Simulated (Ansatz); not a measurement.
**Single-point calculation of HfO2 (part 2 of 2)**

HfO2 (48 atoms in the cell); DFT PBE, scalar-relativistic, plane waves, PAW, no spin polarisation (Ansatz 0.2.0); cutoff 420 eV, 2×2×2 k-mesh, Gaussian smearing of 0.05 eV. The structure derives from a Materials Project entry.

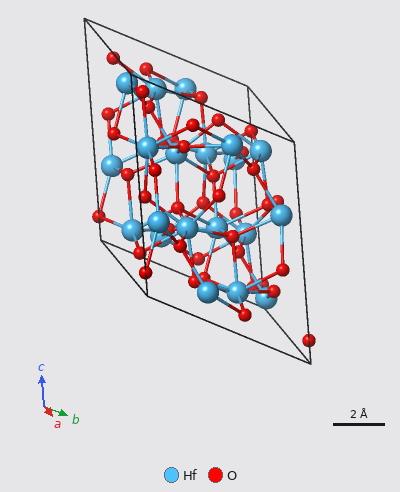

*The structure as given in the input (ball-and-stick view of the cell of the calculation, seen slightly off an axis). An atom can appear more than once, as a periodic image.*

Log, continued
```
  k-point 1: bands = ["-45.0654", "-45.0654", "-45.0562", "-45.0562", "-45.0562", "-45.0562", "-45.0541", "-45.0541", "-45.0509", "-45.0509", ... 143 levels left out ..., "5.0968", "5.0986", "5.0986", "5.0991", "5.0991", "5.0991", "5.0991", "5.0997", "5.0997", "5.1028", "5.1028", "5.1036", "5.1036", "5.1036", "5.1036", "5.1046", "5.1046", "5.1086", "5.1086", "5.1086", "5.1086", "5.1101", "5.1101", "5.1142", "5.1142", "5.1150", "5.1150", "5.1150", "5.1150",
      "5.1169", "5.1169", "5.1199", "5.1199", "5.1199", "5.1199", "5.1208", "5.1208", "5.1261", "5.1261", "5.1387", "5.1387", "5.1426", "5.1426", "5.1448", "5.1448", "5.1448", "5.1448", "5.1586", "5.1586", "5.1612", "5.1612", "5.1612", "5.1612", "5.1989", "5.1989", "9.8722", "9.8722", "10.2073", "10.2073", "10.4202", "10.4202", "10.4719", "10.4719", "10.4915", "10.4915", "10.4915", "10.4915", "10.7998", "10.7998",
      "10.7998", "10.7998", "10.8886", "10.8886", "11.1400", "11.1400", "11.1930", "11.1930", "11.1930", "11.1930", "11.5535", "11.5535", "11.6332", "11.6332", "11.6332", "11.6332", "11.8044", "11.8044", "11.9159", "11.9159", "11.9645", "11.9645", "11.9645", "11.9645", "12.1375", "12.1375", "12.4029", "12.4029", "12.4029", "12.4029", "12.5623", "12.5623", "12.7213", "12.7213", "12.9136", "12.9136", "12.9657", "12.9657", "12.9657", "12.9657",
      "13.2016", "13.2016", "13.3317", "13.3317", "13.3317", "13.3317", "13.4181", "13.4181", "13.4718", "13.4718", "13.6189", "13.6189", "13.6189", "13.6189", "13.6998", "13.6998", "13.9226", "13.9226", "13.9637", "13.9637", "13.9637", "13.9637", "14.1233", "14.1233", "14.5203", "14.5203", "14.5203", "14.5203", "14.5314", "14.5314", "14.6315", "14.6315", "14.7329", "14.7329", "14.7767", "14.7767", "14.7767", "14.7767", "14.8076", "14.8076",
      "14.9941", "14.9941", "19.9288", "19.9288", "19.9288", "19.9288", "20.1377", "20.1377", "20.3403", "20.3403", "20.5216", "20.5216", "20.5253", "20.5253", "20.5253", "20.5253", "20.7047", "20.7047", "20.9835", "20.9835", "21.2652", "21.2652", "21.2652", "21.2652", "21.3919", "21.3919", "21.5069", "21.5069", "21.5819", "21.5819", "21.5819", "21.5819", "21.6959", "21.6959", "21.9098", "21.9098", "22.1001", "22.1001", "22.1001", "22.1001",
      "22.4570", "22.4570", "22.6355", "22.6355", "22.8799", "22.8799", "22.8861", "22.8861", "22.8861", "22.8861", "23.2054"]
  k-point 2: bands = ["-45.0644", "-45.0644", "-45.0602", "-45.0602", "-45.0546", "-45.0546", "-45.0526", "-45.0526", "-45.0498", "-45.0498", ... 143 levels left out ..., "5.0975", "5.0975", "5.0975", "5.0976", "5.0976", "5.1005", "5.1005", "5.1006", "5.1006", "5.1015", "5.1015", "5.1030", "5.1030", "5.1053", "5.1053", "5.1077", "5.1077", "5.1079", "5.1079", "5.1093", "5.1093", "5.1094", "5.1094", "5.1144", "5.1144", "5.1146", "5.1146", "5.1146", "5.1146",
      "5.1157", "5.1157", "5.1174", "5.1174", "5.1182", "5.1182", "5.1206", "5.1206", "5.1286", "5.1286", "5.1408", "5.1408", "5.1423", "5.1423", "5.1440", "5.1440", "5.1515", "5.1515", "5.1535", "5.1535", "5.1570", "5.1570", "5.1646", "5.1646", "5.1975", "5.1975", "10.0858", "10.0858", "10.2062", "10.2062", "10.2791", "10.2791", "10.3502", "10.3502", "10.3625", "10.3625", "10.7362", "10.7362", "10.7868", "10.7868",
      "10.8966", "10.8966", "10.9205", "10.9205", "10.9237", "10.9237", "11.1799", "11.1799", "11.2751", "11.2751", "11.4831", "11.4831", "11.5199", "11.5199", "11.6129", "11.6129", "11.6364", "11.6364", "11.8589", "11.8589", "11.8873", "11.8873", "12.0540", "12.0540", "12.2652", "12.2652", "12.2718", "12.2718", "12.5812", "12.5812", "12.5951", "12.5951", "12.7156", "12.7156", "12.9282", "12.9282", "13.0386", "13.0386", "13.0849", "13.0849",
      "13.1730", "13.1730", "13.3617", "13.3617", "13.4261", "13.4261", "13.4776", "13.4776", "13.6869", "13.6869", "13.7537", "13.7537", "13.7989", "13.7989", "13.8073", "13.8073", "13.8116", "13.8116", "13.8694", "13.8694", "13.9566", "13.9566", "13.9986", "13.9986", "14.2567", "14.2567", "14.2762", "14.2762", "14.5253", "14.5253", "14.5656", "14.5656", "14.6601", "14.6601", "14.7497", "14.7497", "14.8948", "14.8948", "14.9068", "14.9068",
      "14.9383", "14.9383", "19.7466", "19.7466", "20.0552", "20.0552", "20.1253", "20.1253", "20.2208", "20.2208", "20.5742", "20.5742", "20.5945", "20.5945", "20.6911", "20.6911", "20.7709", "20.7709", "20.9820", "20.9820", "21.1771", "21.1771", "21.2091", "21.2091", "21.2274", "21.2274", "21.3845", "21.3845", "21.5017", "21.5017", "21.6257", "21.6257", "21.7079", "21.7079", "22.1422", "22.1422", "22.3198", "22.3198", "22.4159", "22.4159",
      "22.4514", "22.4514", "22.5369", "22.5369", "22.7097", "22.7097", "22.8597", "22.8597", "22.8668", "22.8668", "23.1238"]
  k-point 4: bands = ["-45.0640", "-45.0608", "-45.0608", "-45.0584", "-45.0584", "-45.0550", "-45.0535", "-45.0535", "-45.0535", "-45.0535", ... 143 levels left out ..., "5.0960", "5.0961", "5.0961", "5.0961", "5.0963", "5.0968", "5.0973", "5.0991", "5.1001", "5.1008", "5.1016", "5.1018", "5.1018", "5.1030", "5.1030", "5.1071", "5.1071", "5.1072", "5.1072", "5.1072", "5.1072", "5.1088", "5.1088", "5.1109", "5.1109", "5.1117", "5.1123", "5.1135", "5.1135",
      "5.1174", "5.1207", "5.1207", "5.1207", "5.1207", "5.1226", "5.1260", "5.1260", "5.1293", "5.1293", "5.1393", "5.1424", "5.1424", "5.1462", "5.1462", "5.1469", "5.1469", "5.1469", "5.1469", "5.1616", "5.1636", "5.1710", "5.1721", "5.1721", "5.1761", "5.1761", "9.8955", "10.0081", "10.0710", "10.0710", "10.2059", "10.2059", "10.6502", "10.6502", "10.6694", "10.7858", "10.7915", "10.8637", "10.8637", "10.8637",
      "10.8637", "10.9001", "10.9001", "10.9952", "11.1354", "11.1354", "11.1850", "11.1850", "11.2347", "11.2912", "11.2912", "11.3088", "11.3088", "11.3088", "11.3088", "11.3963", "11.5397", "11.5397", "11.6882", "11.6882", "11.7457", "11.7457", "11.9748", "12.2770", "12.3242", "12.3242", "12.3242", "12.3242", "12.5949", "12.6745", "12.6745", "12.7005", "12.7005", "12.7338", "12.7618", "12.7618", "12.8111", "13.0636", "13.1079", "13.1079",
      "13.1079", "13.1079", "13.1134", "13.1134", "13.3524", "13.3524", "13.4286", "13.4286", "13.5860", "13.5860", "13.6119", "13.6845", "13.6856", "13.6856", "13.7639", "13.7639", "13.7639", "13.7639", "13.8149", "14.0231", "14.2100", "14.3155", "14.3155", "14.4161", "14.4161", "14.4161", "14.4161", "14.4389", "14.4477", "14.4864", "14.4864", "14.5679", "14.5679", "14.8571", "14.8634", "14.8634", "14.9055", "14.9055", "14.9848", "14.9848",
      "15.0564", "15.1296", "19.8113", "19.9502", "19.9502", "19.9780", "19.9780", "19.9780", "19.9780", "20.1897", "20.2635", "20.4997", "20.4997", "20.6066", "20.6066", "20.8974", "20.9031", "20.9139", "20.9139", "21.0543", "21.0543", "21.2395", "21.2395", "21.2395", "21.2395", "21.4115", "21.4115", "21.4181", "21.4181", "21.5129", "21.5129", "21.5950", "21.7047", "21.9037", "22.2770", "22.2770", "22.2986", "22.3587", "22.3587", "22.3587",
      "22.3587", "22.5554", "22.7078", "22.7141", "22.7736", "22.7736", "22.8113", "22.8113", "22.8119", "22.8119", "23.3061"]
```

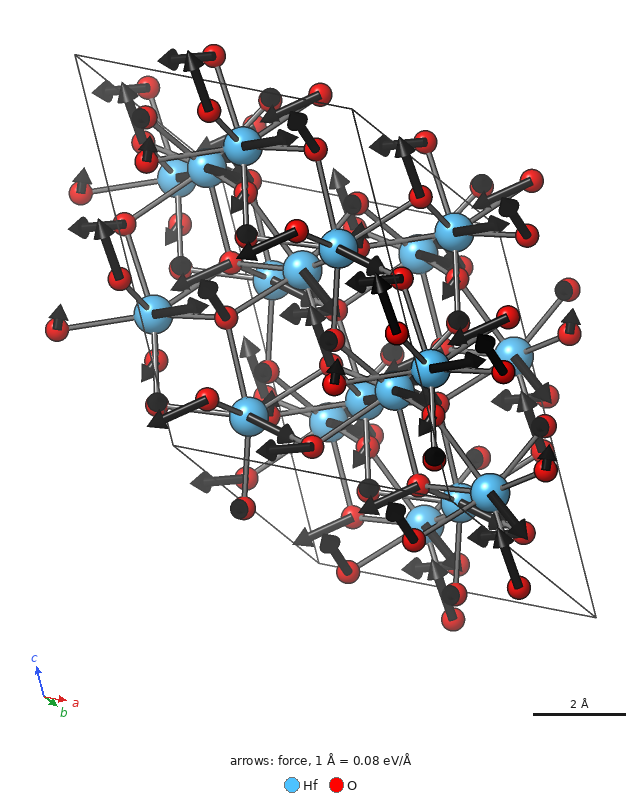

*Forces on the atoms as black arrows (ball-and-stick view of the cell of the calculation, seen at an oblique angle; bonded neighbours outside the cell are drawn too).*

The largest act on O25, O26, O27, O28, O29, O30 and 10 more (0.12 eV/Å); all 16 Hf atoms (0.11 eV/Å); O17, O18, O19, O20, O21, O22 and 10 more (0.05 eV/Å). Atoms are counted from 1 in the order of the input and aren't labelled in the picture. The geometry is not a stationary point of this energy.

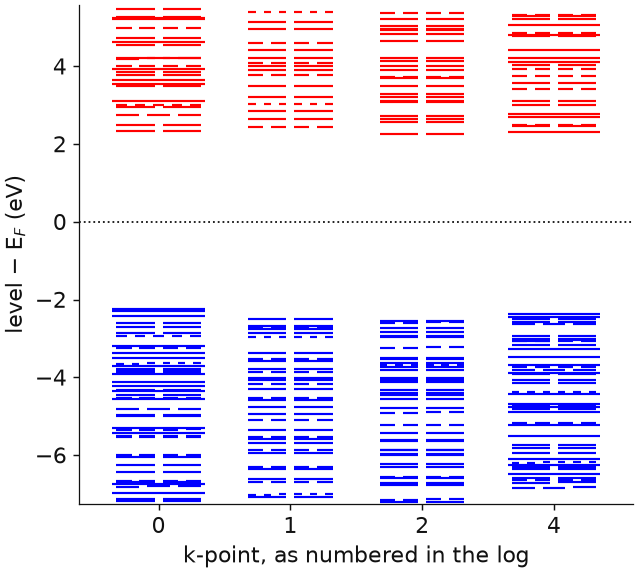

*Kohn–Sham levels near the Fermi level (dotted) at the few k-points that the log prints; levels within 0.02 eV of each other stand side by side.*

Among these points the highest filled and lowest empty levels are 4.51 eV apart, which is the gap on the mesh.

This output came from the following input.

Input
```yaml
crystal:
  lattice:
    - [-5.219463, 5.004764, 5.032685]
    - [5.219463, -5.004764, 5.032685]
    - [5.219463, 5.004764, -5.032685]
  atoms:
    - { symbol: Hf, position: [0.25446, 0.137223, 0.150243] }
    - { symbol: Hf, position: [0.75446, 0.637223, 0.150243] }
    - { symbol: Hf, position: [0.75446, 0.137223, 0.650243] }
    - { symbol: Hf, position: [0.25446, 0.637223, 0.650243] }
    - { symbol: Hf, position: [0.00446, 0.104217, 0.367237] }
    - { symbol: Hf, position: [0.50446, 0.604217, 0.367237] }
    - { symbol: Hf, position: [0.50446, 0.104217, 0.867237] }
    - { symbol: Hf, position: [0.00446, 0.604217, 0.867237] }
    - { symbol: Hf, position: [0.986981, 0.387223, 0.132763] }
    - { symbol: Hf, position: [0.486981, 0.887223, 0.132763] }
    - { symbol: Hf, position: [0.486981, 0.387223, 0.632763] }
    - { symbol: Hf, position: [0.986981, 0.887223, 0.632763] }
    - { symbol: Hf, position: [0.736981, 0.354217, 0.349757] }
    - { symbol: Hf, position: [0.236981, 0.854217, 0.349757] }
    - { symbol: Hf, position: [0.236981, 0.354217, 0.849757] }
    - { symbol: Hf, position: [0.736981, 0.854217, 0.849757] }
    - { symbol: O, position: [0.225311, 0.37357, 0.219614] }
    - { symbol: O, position: [0.725311, 0.87357, 0.219614] }
    - { symbol: O, position: [0.725311, 0.37357, 0.719614] }
    - { symbol: O, position: [0.225311, 0.87357, 0.719614] }
    - { symbol: O, position: [0.975311, 0.005697, 0.101741] }
    - { symbol: O, position: [0.475311, 0.505697, 0.101741] }
    - { symbol: O, position: [0.475311, 0.005697, 0.601741] }
    - { symbol: O, position: [0.975311, 0.505697, 0.601741] }
    - { symbol: O, position: [0.476205, 0.11312, 0.097033] }
    - { symbol: O, position: [0.976205, 0.61312, 0.097033] }
    - { symbol: O, position: [0.976205, 0.11312, 0.597033] }
    - { symbol: O, position: [0.476205, 0.61312, 0.597033] }
    - { symbol: O, position: [0.726205, 0.379172, 0.113084] }
    - { symbol: O, position: [0.226205, 0.879172, 0.113084] }
    - { symbol: O, position: [0.226205, 0.379172, 0.613084] }
    - { symbol: O, position: [0.726205, 0.879172, 0.613084] }
    - { symbol: O, position: [0.266088, 0.129172, 0.402967] }
    - { symbol: O, position: [0.766088, 0.629172, 0.402967] }
    - { symbol: O, position: [0.766088, 0.129172, 0.902967] }
    - { symbol: O, position: [0.266088, 0.629172, 0.902967] }
    - { symbol: O, position: [0.516088, 0.36312, 0.386916] }
    - { symbol: O, position: [0.016088, 0.86312, 0.386916] }
    - { symbol: O, position: [0.016088, 0.36312, 0.886916] }
    - { symbol: O, position: [0.516088, 0.86312, 0.886916] }
    - { symbol: O, position: [0.653956, 0.12357, 0.398259] }
    - { symbol: O, position: [0.153956, 0.62357, 0.398259] }
    - { symbol: O, position: [0.153956, 0.12357, 0.898259] }
    - { symbol: O, position: [0.653956, 0.62357, 0.898259] }
    - { symbol: O, position: [0.903956, 0.255697, 0.280386] }
    - { symbol: O, position: [0.403956, 0.755697, 0.280386] }
    - { symbol: O, position: [0.403956, 0.255697, 0.780386] }
    - { symbol: O, position: [0.903956, 0.755697, 0.780386] }
basis:
  ecutwfc: 420
  fft_grid_basis: typed
kpoints:
  mp_grid: { grid: [2, 2, 2] }
hamiltonian:
  xc: pbe
  pseudopotentials: { kind: paw }
scf:
  occupations: { method: gaussian, width: 0.05 }
output:
  forces: true
  stress: false
  eigenvalues: true
  bader: false
  write_density: true
  volumetric_format: npy
```

Launch command:
```bash
ansatz run input.yaml --threads 4 --pin off --max-ram 10240MiB --backend cpu --events-out ev --progress --plain --runs-dir out
```

Results in brief

```json
{"quantity": "outcome", "value": "converged"}
{"quantity": "space group (tolerance 0.01 Å)", "value": "Pca2₁ (29)"}
{"quantity": "electrons treated", "value": "608"}
{"quantity": "free energy", "value": "−269784.9803 eV"}
{"quantity": "Fermi energy", "value": "17.493 eV"}
{"quantity": "gap on the k-point mesh", "value": "4.51 eV"}
{"quantity": "largest force (length of the vector)", "value": "0.117 eV/Å"}
{"quantity": "hardware", "value": "4 threads of Arm Neoverse V1, 24 GiB of memory available, shared host"}
{"quantity": "wall time", "value": "25 s (CPU time 100 s)"}
{"quantity": "peak memory", "value": "3.6 GiB"}
```

Remarks

Warnings of the run: the structure was made exactly symmetric. Spin–orbit coupling is left out, which matters for Hf.
